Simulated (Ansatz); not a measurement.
**Run report: SnO, single-point calculation**

The run: single-point calculation of SnO (Pmn2₁, 4 atoms in the cell). Method and program: DFT PBE, spin-orbit coupling, plane waves, PAW; levels and slopes on a dense k mesh at the converged density (Ansatz 0.2.0).

The structure derives from a Materials Project entry. Figures and captions count atoms from 1; the log counts them from 0 in places.

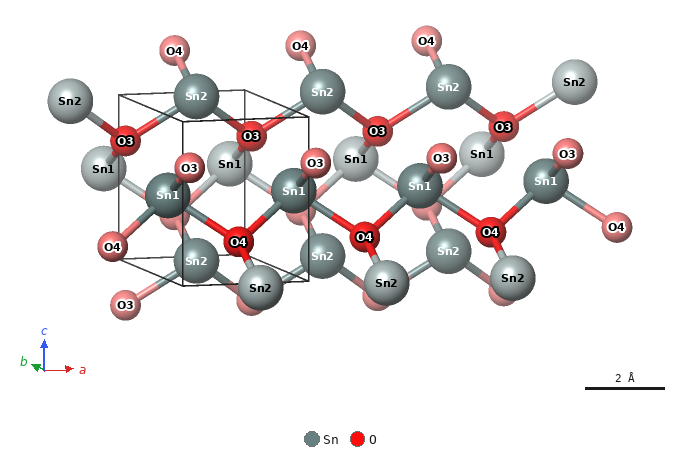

*The structure as given in the input (ball-and-stick view of the cell of the calculation, repeated 3 × 1 × 1, seen slightly off an axis; neighbours outside the cell are drawn fainter; atoms are numbered from 1 in the order of the input).*

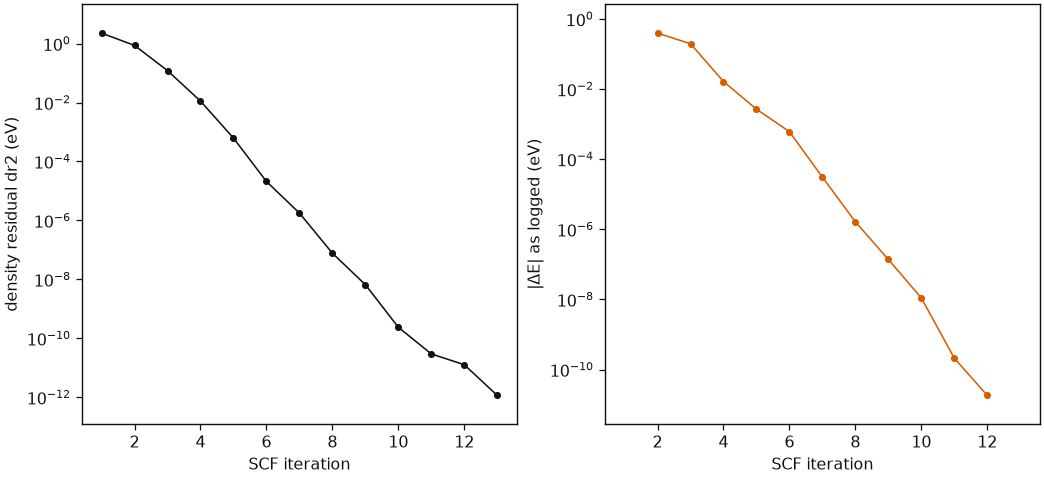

*Convergence of the self-consistent field: density residual dr2 and size of the energy change against the SCF iteration.*

The residual falls at every step.

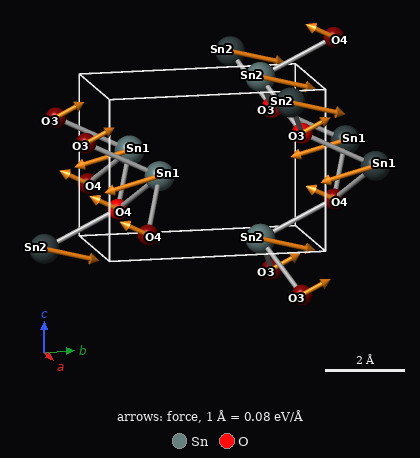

*Forces on the atoms as orange arrows (ball-and-stick view of the cell of the calculation, seen slightly off an axis; neighbours outside the cell are drawn fainter; atoms are numbered from 1 in the order of the input).*

The largest act on Sn1, Sn2 (0.12 eV/Å); O3, O4 (0.07 eV/Å). The geometry is not a stationary point of this energy.

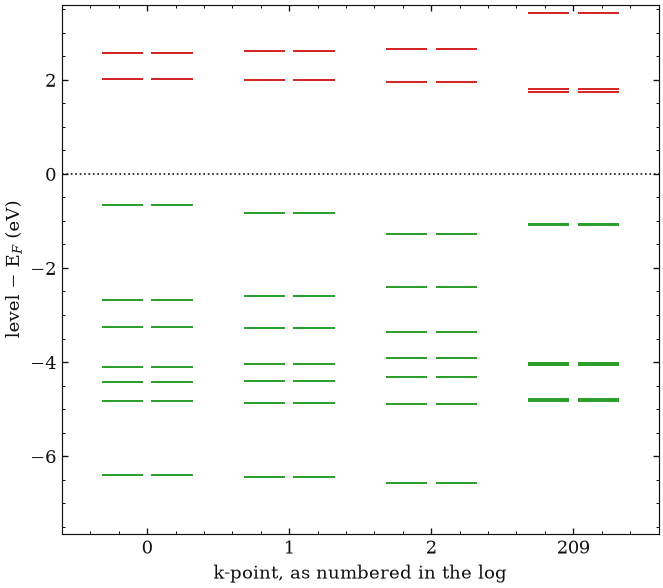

*Kohn–Sham levels near the Fermi level (dotted) at the few k-points that the log prints; levels within 0.02 eV of each other stand side by side.*

Among these points the highest filled and lowest empty levels are 2.40 eV apart; the gap on the full mesh, 1.30 eV, has an edge at a point that isn't printed.

These pictures come from the run below.

**The input**
```yaml
crystal:
  lattice:
    - [3.355005, 0.0, 0.0]
    - [0.0, 5.674104, 0.0]
    - [0.0, 0.0, 4.22197]
  atoms:
    - { symbol: Sn, position: [0.0, 0.231909, 0.513144] }
    - { symbol: Sn, position: [0.5, 0.768091, 0.013144] }
    - { symbol: O, position: [0.0, 0.89125, 0.736857] }
    - { symbol: O, position: [0.5, 0.10875, 0.236857] }
basis:
  ecutwfc: 420
kpoints:
  mp_grid: { grid: [12, 8, 10] }
hamiltonian:
  xc: pbe
scf:
  occupations: { method: gaussian, width: 0.05 }
output:
  forces: true
  eigenvalues: true
  eigenstates:
    nscf_kmesh: { grid: [18, 12, 14] }
    top_band: c12
    de_dk: true
    localisation: true
  stress: true
checkpoint:
  write: ck
  compress: false
  write_wavefunctions: false
  write_every: 100000
magnetization:
  noncollinear: true
  spin_orbit: true
```

Launch command:
```bash
ansatz run input.yaml --threads 1 --pin off --max-ram 3072MiB --backend cpu --events-out ev --progress --plain --runs-dir out
```

**The program's output**
```
Engine: ansatz 0.2.0, x86_64-unknown-linux-gnu
Pseudopotentials: kind: paw_fr
Pseudopotential: Sn, paw_fr, valence charge 14, recommended cutoff 420 eV (normal), Sn.paw.azcp#standard-fr
Pseudopotential: O, paw_fr, valence charge 6, recommended cutoff 420 eV (normal), O.paw.azcp#standard-fr
Functional definition: PBE
  parameter kappa = 0.804
  parameter beta = 0.06672455060314922
  exchange = pbe_x(kappa = kappa, mu = beta*pi^2/3)
  correlation = pbe_c(beta = beta)
non-collinear run that drives no moment, with spin-orbit: no starting moment large enough to seed its density (crystal.atoms[].spin), no starting occupations that ask for one, no magnetisation constraint and no magnetic field, so the semilocal B_xc is pinned to zero
Crystal: 4 atoms, lattice volume = 80.372 Å³
Basis set: ecut = 420 eV, 1551 PW (Γ), exchange–correlation on 48×80×60 points (8 copies of the dense FFT grid, shifted against one another)
Bands: 48, of which v1, the nominal top of the filled ones, is band 40 counted from 1 (39 counted from 0)
Symmetry: 4 space group operations + 4 with time reversal
Magnetic group: BNS 31.124 (UNI 222), of the structure as read, at distance tolerance 4.3e-5 Å
k-points: 210 of 960 (time reversal used)
Projection manifold: j_resolved (fully-relativistic pseudo-atomic orbitals)
Non-local potential: Sn, projectors of the file, l = 0: 2, l = 1: 4, l = 2: 4, l = 3: 4
Non-local potential: O, projectors of the file, l = 0: 2, l = 1: 4, l = 2: 2
PAW form: soft (Blöchl's): semilocal exchange-correlation on the pseudo side does not see the compensation charge
PAW one-centre angular grid: Sn, 590 points (default); XC on 64 Gauss nodes
PAW one-centre angular grid: O, 110 points (default); XC on 64 Gauss nodes
Initial density: superposition of atomic densities (chi_scale 0.1, normalization cell, long waves kept (reshape's long-wave potential 0.31 eV rms))
Initial wavefunctions: pseudopotential atomic-orbital guess
Functional: x = pbe(κ = 0.804, μ = 0.2195149727645171), c = pbe(β = 0.06672455060314922)
SCF iter   1: F=—  HF=-13187.993379 eV  |F-HF|=—  |Δ(HF+E_count)|=         —  Δρ=4.69e-2  dr2=2.27e0  dr2_m=0.00e0 (ungated)  ethr=3.10e-3  |M|=0.00e0 ∫|m|=0.00e0 μB  |m|>n=0.0e0 m-floor=0.0e0 τ_xc=0.0e0  β_m=0.30  ⟨swp⟩=7.9  Hψ=50535  notcnv=0  defer=1
preconditioner: auto → Resta (q_TF=auto, 2.429 Å⁻¹)  ε∞=3.1  [insulator: Δε(μ)=1.355 eV  Ē_g=17.992 eV  σ=0.050 eV  W_gap=1.00  n_scr=20 (ndim 8)  ℏωp=26.2 eV  f_vac=0.000  D(μ)=0.00/eV (n_scr^D=0)  ε∞_Penn≈3.1]
spin=Noncollinear: Resta preconditioning applied to the charge; magnetization (m_x, m_y, m_z) channels mix plain (no charge-response kernel on spin).
SCF iter   2: F=—  HF=-13187.599261 eV  |F-HF|=—  |Δ(HF+E_count)|=   3.94e-1  Δρ=2.94e-2  dr2=8.69e-1  dr2_m=0.00e0 (ungated)  ethr=3.10e-3  |M|=0.00e0 ∫|m|=0.00e0 μB  |m|>n=0.0e0 m-floor=0.0e0 τ_xc=0.0e0  β_m=0.52  ⟨swp⟩=3.7  Hψ=21680  notcnv=0  defer=740
SCF iter   3: F=—  HF=-13187.403299 eV  |F-HF|=—  |Δ(HF+E_count)|=   1.96e-1  Δρ=1.37e-2  dr2=1.21e-1  dr2_m=0.00e0 (ungated)  ethr=2.17e-3  |M|=0.00e0 ∫|m|=0.00e0 μB  |m|>n=0.0e0 m-floor=0.0e0 τ_xc=0.0e0  β_m=0.51  ⟨swp⟩=3.1  Hψ=22156  notcnv=0  defer=740
SCF iter   4: F=—  HF=-13187.386865 eV  |F-HF|=—  |Δ(HF+E_count)|=   1.64e-2  Δρ=3.74e-3  dr2=1.12e-2  dr2_m=0.00e0 (ungated)  ethr=3.01e-4  |M|=0.00e0 ∫|m|=0.00e0 μB  |m|>n=0.0e0 m-floor=0.0e0 τ_xc=0.0e0  β_m=0.64  ⟨swp⟩=3.1  Hψ=15538  notcnv=0  defer=750
SCF iter   5: F=—  HF=-13187.389538 eV  |F-HF|=—  |Δ(HF+E_count)|=   2.67e-3  Δρ=9.14e-4  dr2=6.24e-4  dr2_m=0.00e0 (ungated)  ethr=2.81e-5  |M|=0.00e0 ∫|m|=0.00e0 μB  |m|>n=0.0e0 m-floor=0.0e0 τ_xc=0.0e0  β_m=0.80  ⟨swp⟩=2.7  Hψ=18810  notcnv=0  defer=748
SCF iter   6: F=—  HF=-13187.390147 eV  |F-HF|=—  |Δ(HF+E_count)|=   6.09e-4  Δρ=1.69e-4  dr2=2.10e-5  dr2_m=0.00e0 (ungated)  ethr=1.56e-6  |M|=0.00e0 ∫|m|=0.00e0 μB  |m|>n=0.0e0 m-floor=0.0e0 τ_xc=0.0e0  β_m=0.90  ⟨swp⟩=2.0  Hψ=12920  notcnv=0  defer=748
SCF iter   7: F=—  HF=-13187.390178 eV  |F-HF|=—  |Δ(HF+E_count)|=   3.07e-5  Δρ=5.00e-5  dr2=1.78e-6  dr2_m=0.00e0 (ungated)  ethr=5.24e-8  |M|=0.00e0 ∫|m|=0.00e0 μB  |m|>n=0.0e0 m-floor=0.0e0 τ_xc=0.0e0  β_m=0.86  ⟨swp⟩=2.0  Hψ=17728  notcnv=0  defer=748
SCF iter   8: F=—  HF=-13187.390179 eV  |F-HF|=—  |Δ(HF+E_count)|=   1.63e-6  Δρ=1.04e-5  dr2=7.73e-8  dr2_m=0.00e0 (ungated)  ethr=4.44e-9  |M|=0.00e0 ∫|m|=0.00e0 μB  |m|>n=0.0e0 m-floor=0.0e0 τ_xc=0.0e0  β_m=0.89  ⟨swp⟩=2.0  Hψ=17774  notcnv=0  defer=748
SCF iter   9: F=—  HF=-13187.390180 eV  |F-HF|=—  |Δ(HF+E_count)|=   1.38e-7  Δρ=2.78e-6  dr2=6.61e-9  dr2_m=0.00e0 (ungated)  ethr=1.93e-10  |M|=0.00e0 ∫|m|=0.00e0 μB  |m|>n=0.0e0 m-floor=0.0e0 τ_xc=0.0e0  β_m=0.94  ⟨swp⟩=2.0  Hψ=17206  notcnv=0  defer=748
SCF iter  10: F=—  HF=-13187.390180 eV  |F-HF|=—  |Δ(HF+E_count)|=   1.10e-8  Δρ=4.88e-7  dr2=2.37e-10  dr2_m=0.00e0 (ungated)  ethr=1.65e-11  |M|=0.00e0 ∫|m|=0.00e0 μB  |m|>n=0.0e0 m-floor=0.0e0 τ_xc=0.0e0  β_m=0.97  ⟨swp⟩=3.0  Hψ=17728  notcnv=0  defer=748
SCF iter  11: F=—  HF=-13187.390180 eV  |F-HF|=—  |Δ(HF+E_count)|=  2.11e-10  Δρ=1.95e-7  dr2=2.95e-11  dr2_m=0.00e0 (ungated)  ethr=1.00e-12  |M|=0.00e0 ∫|m|=0.00e0 μB  |m|>n=0.0e0 m-floor=0.0e0 τ_xc=0.0e0  β_m=0.96  ⟨swp⟩=2.0  Hψ=17728  notcnv=0  defer=748
SCF iter  12: F=—  HF=-13187.390180 eV  |F-HF|=—  |Δ(HF+E_count)|=  1.82e-11  Δρ=1.28e-7  dr2=1.27e-11  dr2_m=0.00e0 (ungated)  ethr=1.00e-12  |M|=0.00e0 ∫|m|=0.00e0 μB  |m|>n=0.0e0 m-floor=0.0e0 τ_xc=0.0e0  β_m=0.84  ⟨swp⟩=13.4  Hψ=56051  notcnv=0
SCF iter  13: F=-13187.390180 eV  HF=-13187.390180 eV  |F-HF|=7.28e-12  |Δ(HF+E_count)|=    0.00e0  Δρ=4.16e-8  dr2=1.15e-12  dr2_m=0.00e0 (ungated)  ethr=1.00e-12  |M|=0.00e0 ∫|m|=0.00e0 μB  |m|>n=0.0e0 m-floor=0.0e0 τ_xc=0.0e0  ⟨swp⟩=6.0  Hψ=39043  notcnv=0
SCF 1 converged in 13 iterations: F = -13187.390180 eV  dr2 = 1.15e-12
  greatest PAW one-centre occupation: 0.992 electrons in one spin orbital (limit 2), on the Sn atom at site 0 (counted from 0), in its partial waves of l = 2
NSCF: frozen V_eff on 560 k-points
SCF converged after 13 iterations
Magnetization: |M| = 0.0000 μB,  M = (+0.0000, +0.0000, +0.0000) μB
Absolute magnetization: 0.0000 μB (∫|m|)
  site 0: m = (+0.0000, +0.0000, +0.0000) μB, |m| = 0.0000 μB  (R = 0.89 Å)
  site 1: m = (+0.0000, +0.0000, +0.0000) μB, |m| = 0.0000 μB  (R = 0.89 Å)
  site 2: m = (+0.0000, +0.0000, +0.0000) μB, |m| = 0.0000 μB  (R = 0.89 Å)
  site 3: m = (+0.0000, +0.0000, +0.0000) μB, |m| = 0.0000 μB  (R = 0.89 Å)
Free energy (F): -13187.390180 eV
Harris-Foulkes:  -13187.390180 eV  (|F-HF|=7.28e-12)
Internal energy: -13187.390180 eV  (E = F + TS)
E sigma→0 (E₀):  -13187.390180 eV
Fermi energy:    7.942567 eV
--- Per-component energies (eV) ---
  E_band       = -254.424745
  E_kinetic    = 721.030885
  E_local      = -3020.448325  (includes V_loc(G=0)·N_el)
  E_nonlocal   = 32.149747
  E_hartree    = 1586.175618
  E_xc         = -912.491938
  E_vxc        = -379.227642  (∫ρ·V_xc dr)
  E_paw        = -8592.178813  (= ΣΔE_a)
  E_vpaw       = -780.285503  (= ΣTr[D̂ρ^β])
  E_aug_tail   = 0.004821  (compensation charges beyond the density's cutoff)
  E_ewald      = -3001.632174
  E_smearing   = -0.000000  (= −TS)
  E_closure    = 0.000000  (closes the sum)
  Σ components = -13187.390180   (vs F -13187.390180, Δ=0.00e0)
--- Forces (eV/Å), atoms counted from 1 ---
  atom   1  Sn     0.00000000    -0.11621740    -0.03004760
  atom   2  Sn     0.00000000     0.11621740    -0.03004760
  atom   3  O      0.00000000     0.06020541     0.03004752
  atom   4  O      0.00000000    -0.06020541     0.03004752
  max |Σ_I F_I| component: 1.61e-7 eV/Å
--- Stress (GPa, compression-positive) ---
        0.076032       0.000000       0.000000
        0.000000       0.406980       0.000000
        0.000000       0.000000       0.355465
  P = ⅓ Tr σ = 0.2795 GPa (2.795 kbar)
--- Band table (eV; the first three rows and the last of 210) ---
  k-point 0: bands = ["-14.2453", "-14.2453", "-14.1148", "-14.1148", "-14.0534", "-14.0534", "-14.0122", "-14.0122", "-13.2574", "-13.2574", "-13.1204", "-13.1204", "-13.0564", "-13.0564", "-12.9961", "-12.9961", "-12.9777", "-12.9777", "-12.9496", "-12.9496", "-11.4292", "-11.4292", "-9.7259", "-9.7259", "-0.1550", "-0.1550", "1.5332", "1.5332", "3.1076", "3.1076", "3.5116", "3.5116", "3.8441", "3.8441", "4.6851", "4.6851", "5.2691", "5.2691", "7.2914", "7.2914", "9.9521", "9.9521", "10.5182", "10.5182", "13.0066", "13.0066", "13.3820", "13.3820"]
  k-point 1: bands = ["-14.2420", "-14.2420", "-14.1170", "-14.1170", "-14.0529", "-14.0529", "-14.0145", "-14.0145", "-13.2555", "-13.2555", "-13.1247", "-13.1247", "-13.0558", "-13.0558", "-13.0013", "-13.0013", "-12.9772", "-12.9772", "-12.9509", "-12.9509", "-11.3825", "-11.3825", "-9.7654", "-9.7654", "-0.1399", "-0.1399", "1.5016", "1.5016", "3.0650", "3.0650", "3.5427", "3.5427", "3.8945", "3.8945", "4.6603", "4.6603", "5.3550", "5.3550", "7.1169", "7.1169", "9.9325", "9.9325", "10.5517", "10.5517", "12.7606", "12.7606", "13.3001", "13.3001"]
  k-point 2: bands = ["-14.2323", "-14.2323", "-14.1241", "-14.1241", "-14.0514", "-14.0514", "-14.0206", "-14.0206", "-13.2497", "-13.2497", "-13.1378", "-13.1378", "-13.0542", "-13.0542", "-13.0138", "-13.0138", "-12.9753", "-12.9753", "-12.9537", "-12.9537", "-11.2502", "-11.2502", "-9.8804", "-9.8804", "-0.0864", "-0.0864", "1.3696", "1.3696", "3.0472", "3.0472", "3.6329", "3.6329", "4.0259", "4.0259", "4.5875", "4.5875", "5.5310", "5.5310", "6.6706", "6.6706", "9.8921", "9.8921", "10.6052", "10.6052", "12.1967", "12.1967", "13.2920", "13.2920"]
  k-point 209: bands = ["-14.2352", "-14.2352", "-14.2110", "-14.2110", "-14.0639", "-14.0639", "-14.0129", "-14.0129", "-13.2520", "-13.2520", "-13.2509", "-13.2509", "-13.0516", "-13.0516", "-13.0074", "-13.0074", "-12.9578", "-12.9578", "-12.9459", "-12.9459", "-9.9774", "-9.9774", "-9.9581", "-9.9581", "0.1015", "0.1015", "0.1354", "0.1354", "3.1140", "3.1140", "3.1460", "3.1460", "3.8863", "3.8863", "3.9251", "3.9251", "6.8506", "6.8506", "6.8715", "6.8715", "9.6874", "9.6874", "9.7483", "9.7483", "11.3600", "11.3600", "11.5911", "11.5911"]
--- Fermi surface from the table of eigenstates not read: on its mesh, or on one of the eight of every second point, the electrons fill whole bands (an insulator's do; a metal wants a denser output.eigenstates.nscf_kmesh) ---
```

**Key numbers**

```tsv
quantity	value
outcome	converged
space group (tolerance 0.01 Å)	Pmn2₁ (31)
electrons treated	40
free energy	−13187.3902 eV
Fermi energy	7.943 eV
gap on the k-point mesh	1.30 eV
net moment of the cell	0.00 μB
integrated absolute moment	0.00 μB
pressure	0.28 GPa
largest force (length of the vector)	0.120 eV/Å
hardware	1 thread of Intel Xeon (Sapphire Rapids), 64 GiB of memory available, shared host
wall time	11 min
peak memory	2 GiB
```
